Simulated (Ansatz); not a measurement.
**Run report: Pt, single-point calculation (part 2 of 2)**

Pt (Fm-3m, 27 atoms in the cell); DFT PBE, scalar-relativistic, plane waves, PAW, no spin polarisation (Ansatz 0.2.0); cutoff 420 eV, 4×4×4 k-mesh, Gaussian smearing of 0.1 eV. The structure derives from a Materials Project entry. It belongs to a series of runs on one base structure; here: the perfect crystal in a cell of 27 atoms.

## Output, continued
```
  k-point 1: bands = ["-76.0723", "-76.0603", "-76.0545", "-76.0545", "-76.0545", "-76.0505", "-76.0505", "-76.0505", "-76.0504", "-76.0504", ... 82 levels left out ..., "-30.1488", "-30.1488", "-30.1474", "-30.1474", "-30.1474", "-30.1408", "-30.1408", "-30.1408", "-30.1398", "-30.1398", "-30.1398", "-30.1226", "-30.1226", "-30.1204", "-30.0963", "-30.0963", "12.7255", "14.4511", "15.1905", "15.1905", "15.1905", "15.3100", "15.4616", "15.4616", "15.4616", "15.7546", "15.7546", "15.7546", "15.9396",
      "15.9396", "15.9396", "16.3769", "16.3769", "16.3769", "16.4579", "16.4579", "16.4579", "16.8318", "16.8318", "16.8318", "16.8958", "16.8958", "16.8958", "16.8958", "16.8958", "16.8958", "16.9681", "16.9681", "16.9681", "17.1529", "17.1529", "17.1529", "17.5912", "17.5912", "17.5912", "17.5912", "17.5912", "17.5912", "17.9197", "17.9197", "17.9197", "18.3817", "18.4399", "18.4399", "18.4399", "18.5462", "18.5462", "18.5462", "18.5980",
      "18.6199", "18.6199", "18.6199", "18.6199", "18.6199", "18.6199", "18.7123", "18.7123", "18.7123", "18.7213", "18.7213", "18.8132", "18.8132", "18.8600", "18.8600", "18.8600", "18.9748", "18.9748", "18.9748", "19.0659", "19.0659", "19.1608", "19.1608", "19.1608", "19.2694", "19.2694", "19.2694", "19.2742", "19.2742", "19.2742", "19.5016", "19.5016", "19.5016", "19.9433", "19.9433", "19.9433", "20.3864", "20.3864", "20.3864", "20.3864",
      "20.3864", "20.3864", "20.4425", "20.4425", "20.4425", "20.5439", "20.5439", "20.5439", "20.6925", "20.6925", "20.8345", "20.9073", "20.9073", "20.9073", "20.9209", "20.9209", "21.2622", "21.2622", "21.2622", "21.2705", "21.2705", "21.2705", "21.3609", "21.3609", "21.3609", "21.3613", "21.3613", "21.3613", "21.4239", "21.4239", "21.4239", "21.6773", "21.6773", "21.6773", "21.8372", "21.8372", "21.8372", "21.9569", "21.9569", "21.9569",
      "21.9569", "21.9569", "21.9569", "22.0882", "22.0882", "22.2170", "22.2170", "22.2170", "22.3100", "22.3100", "22.3100", "22.5249", "22.5249", "22.5249", "22.8451", "22.8451", "22.8451", "25.2983", "25.2983", "25.2983", "26.8730", "26.8730", "26.8730", "26.8730", "26.8730", "26.8730", "27.8296", "27.8296", "27.8296", "28.3446", "28.3446", "28.3446", "29.3920", "29.4957", "29.4957", "29.4957", "29.4957", "29.4957", "29.4957", "30.6473",
      "30.6473", "30.6473", "31.3988", "31.3988", "31.3988", "32.8907", "32.8907", "32.8907", "33.0640", "33.0640", "33.0640"]
  k-point 2: bands = ["-76.0672", "-76.0672", "-76.0534", "-76.0534", "-76.0534", "-76.0534", "-76.0534", "-76.0534", "-76.0465", "-76.0465", ... 82 levels left out ..., "-30.1662", "-30.1662", "-30.1662", "-30.1662", "-30.1530", "-30.1530", "-30.1530", "-30.1530", "-30.1530", "-30.1530", "-30.1528", "-30.1528", "-30.1074", "-30.1074", "-30.1074", "-30.1074", "13.4728", "13.4728", "15.3213", "15.5071", "15.5071", "15.5071", "15.5071", "15.5071", "15.5071", "16.1140", "16.1140", "16.1140", "16.1140",
      "16.1140", "16.1140", "16.1427", "16.1427", "16.1427", "16.1427", "16.1427", "16.1427", "16.6709", "16.6709", "16.6709", "16.6709", "16.6709", "16.6709", "17.2159", "17.2159", "17.2159", "17.2159", "17.2159", "17.2159", "17.3320", "17.3320", "17.3320", "17.3320", "17.3320", "17.3320", "17.5874", "17.5874", "17.5874", "17.5874", "17.5874", "17.5874", "18.2962", "18.2962", "18.2962", "18.2962", "18.2962", "18.2962", "18.3725", "18.3725",
      "18.4544", "18.4544", "18.4544", "18.4544", "18.4544", "18.4544", "18.6516", "18.6516", "18.8160", "18.8160", "18.8160", "18.8160", "18.8160", "18.8160", "18.9324", "18.9324", "18.9324", "18.9324", "18.9324", "18.9324", "19.0220", "19.0220", "19.0220", "19.0220", "19.3582", "19.3582", "19.3582", "19.3582", "19.3582", "19.3582", "19.7383", "19.7383", "19.7383", "19.7383", "19.7383", "19.7383", "20.0564", "20.0564", "20.0564", "20.0564",
      "20.0564", "20.0564", "20.3064", "20.3064", "20.3064", "20.3064", "20.3064", "20.3064", "20.6517", "20.6517", "20.6517", "20.6517", "21.2005", "21.2005", "21.2005", "21.2005", "21.2005", "21.2005", "21.2850", "21.2850", "21.2850", "21.2850", "21.2850", "21.2850", "21.2959", "21.2959", "21.2959", "21.2959", "21.2959", "21.2959", "21.7973", "21.7973", "21.7973", "21.7973", "21.7973", "21.7973", "21.9408", "22.1650", "22.1650", "22.1650",
      "22.1650", "22.1650", "22.1650", "22.3261", "22.3261", "22.5226", "22.5226", "22.5226", "22.5226", "22.5226", "22.5226", "23.9568", "23.9568", "23.9568", "23.9568", "23.9568", "23.9568", "25.2444", "25.2444", "25.2444", "25.2444", "25.2444", "25.2444", "27.7144", "27.7144", "27.7144", "27.7144", "27.7144", "27.7144", "27.8618", "28.2040", "28.2040", "28.2040", "28.2040", "28.2040", "28.2040", "30.5777", "30.5777", "30.5777", "30.5777",
      "30.5777", "30.5777", "30.7232", "30.7232", "30.7232", "30.7232", "30.7232", "30.7232", "34.2556", "34.2556", "34.2556"]
  k-point 7: bands = ["-76.0631", "-76.0631", "-76.0631", "-76.0631", "-76.0511", "-76.0511", "-76.0511", "-76.0511", "-76.0442", "-76.0442", ... 82 levels left out ..., "-30.1687", "-30.1687", "-30.1687", "-30.1687", "-30.1448", "-30.1448", "-30.1448", "-30.1448", "-30.1434", "-30.1434", "-30.1434", "-30.1434", "-30.1182", "-30.1182", "-30.1182", "-30.1182", "14.1194", "14.1194", "14.1194", "14.1194", "15.8471", "15.8471", "15.9269", "15.9269", "15.9269", "15.9269", "16.0540", "16.0540", "16.0540",
      "16.0540", "16.2496", "16.2496", "16.4191", "16.4191", "16.4191", "16.4191", "16.4191", "16.4191", "16.4191", "16.4191", "16.6650", "16.6650", "16.6650", "16.6650", "16.9417", "17.0063", "17.0063", "17.0063", "17.0063", "17.6261", "17.6261", "17.6261", "17.6261", "17.7696", "17.7696", "17.7696", "17.7696", "17.7696", "17.7696", "17.7696", "17.7696", "17.9469", "17.9469", "17.9469", "17.9469", "17.9860", "17.9860", "18.1858", "18.1858",
      "18.1858", "18.1858", "18.4603", "18.4603", "18.4603", "18.4603", "18.4603", "18.4603", "18.4603", "18.4603", "18.5244", "18.5244", "18.5244", "18.5244", "18.9121", "18.9121", "18.9121", "18.9121", "19.1686", "19.1686", "19.1686", "19.1686", "19.2023", "19.2023", "19.2023", "19.2023", "19.4406", "19.4406", "19.4406", "19.4406", "19.8521", "19.8521", "19.8521", "19.8521", "20.0439", "20.0439", "20.0439", "20.0439", "20.0439", "20.0439",
      "20.0439", "20.0439", "20.1057", "20.1057", "20.1057", "20.1057", "20.1409", "20.1409", "20.1409", "20.1409", "20.3353", "20.3353", "20.3353", "20.3353", "20.4080", "21.1164", "21.1164", "21.1164", "21.1164", "21.1997", "21.1997", "21.1997", "21.1997", "21.2207", "21.2207", "21.9136", "21.9136", "22.0629", "22.0629", "22.0629", "22.0629", "22.0629", "22.0629", "22.0629", "22.0629", "22.2122", "22.2122", "22.2122", "22.2122", "22.3044",
      "22.3044", "22.3044", "22.3044", "22.7530", "22.7530", "22.7555", "22.8861", "22.8861", "22.8861", "22.8861", "24.2946", "24.2946", "24.2946", "24.2946", "24.2946", "24.2946", "24.2946", "24.2946", "25.0406", "25.0406", "25.0406", "25.0406", "25.8515", "25.8515", "26.1660", "26.1660", "26.1660", "26.1660", "27.6827", "27.6827", "27.6827", "27.6827", "29.1614", "30.1919", "30.1919", "30.3845", "30.3845", "30.6472", "30.6472", "30.6472",
      "30.6472", "30.6472", "30.6472", "30.6472", "30.6472", "31.0820", "31.0820", "31.0820", "31.0820", "32.9102", "32.9102"]
```

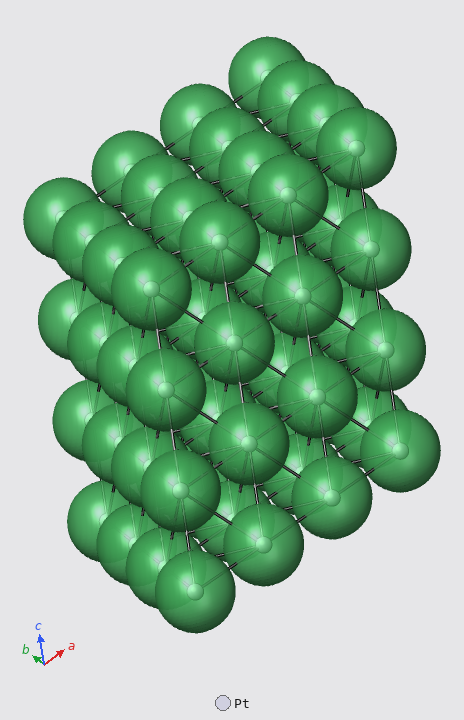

Fig. 1: Isosurface of the valence electron density at 0.6 e/Å³ (green), seen slightly off an axis. Sticks mark near contacts. The outline is the calculation cell. At this value the density breaks into separate islands; it holds about 80 % of the electrons treated as valence (semicore included). It is pinched off along the Pt–Pt (2.81 Å) contacts. On the grid the lowest density along these lines, outside the cores, is 0.36 e/Å³ (Pt–Pt, 2.81 Å). Core electrons are frozen (PAW), so the fields are smoothed inside the atomic spheres.

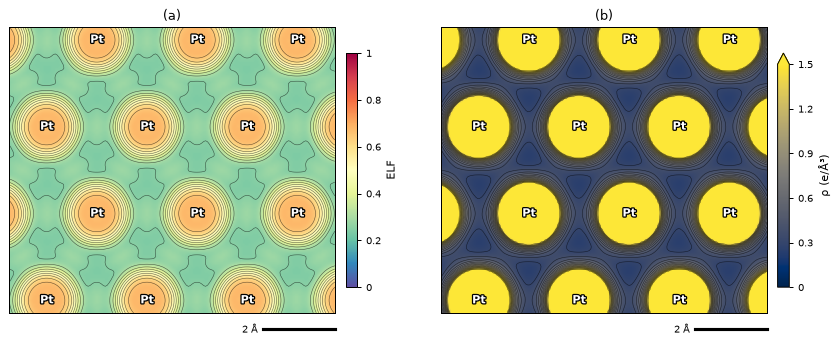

Fig. 2: (a) ELF; (b) valence pseudo-density on the (010) plane of the calculation cell. Atoms in the plane: Pt. Pt–Pt (2.81 Å): the density is about 0.36 e/Å³ at the midpoint; the ELF is about 0.30 at the midpoint; no localised pair between them. Away from the nuclei the density in this plane falls to 0.25 e/Å³ at its lowest. The strong features right at Pt lie inside the PAW spheres (semicore, d or f shells) and say nothing about bonding.

## Key numbers

- outcome: converged
- space group (tolerance 0.01 Å): Fm-3m (225)
- electrons treated: 486
- free energy: −338121.6043 eV
- Fermi energy: 22.304 eV
- gap on the k-point mesh: none (metallic)
- pressure: 0.11 GPa
- largest force (length of the vector): under 0.001 eV/Å
- wall time: 24 s (CPU time 81 s)
- peak memory: 2.5 GiB

## Remarks

Spin–orbit coupling is left out, which matters for Pt.
